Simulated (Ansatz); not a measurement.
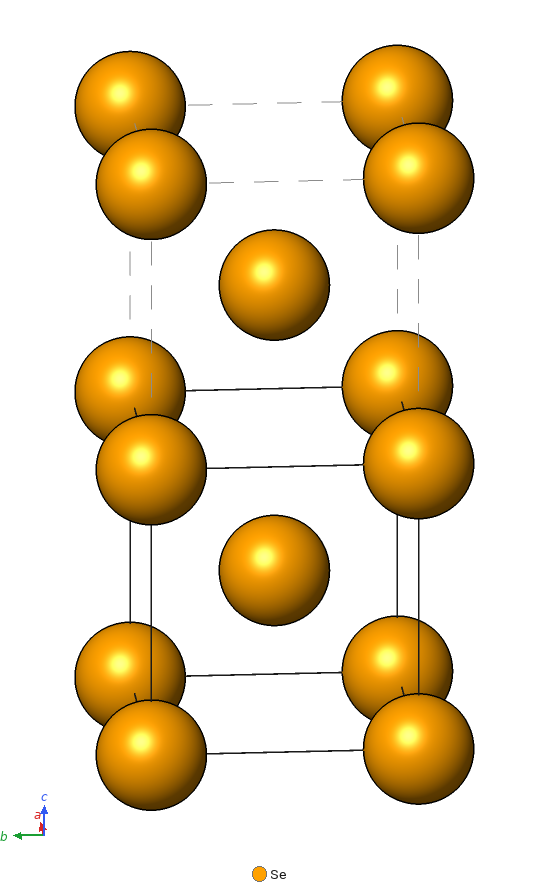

Spheres-only model, viewed from a general direction. A block of 1×1×2 cells is shown, with one conventional unit cell in solid outline.

Describe the arrangement of the atoms.

The element is selenium. The symmetry is that of I4/mmm (No. 139), on a body-centred tetragonal lattice. The cell holds two atoms. Se is coordinated by twelve Se.

Source of the structure: a structure listed in the Materials Project. The cell was then strained or its atoms displaced on purpose. It was the input of a calculation with Ansatz.

At this level of theory the cell isn't at rest (stretched, at -7 GPa), so its distances can differ from those at equilibrium, the more so the softer the solid.
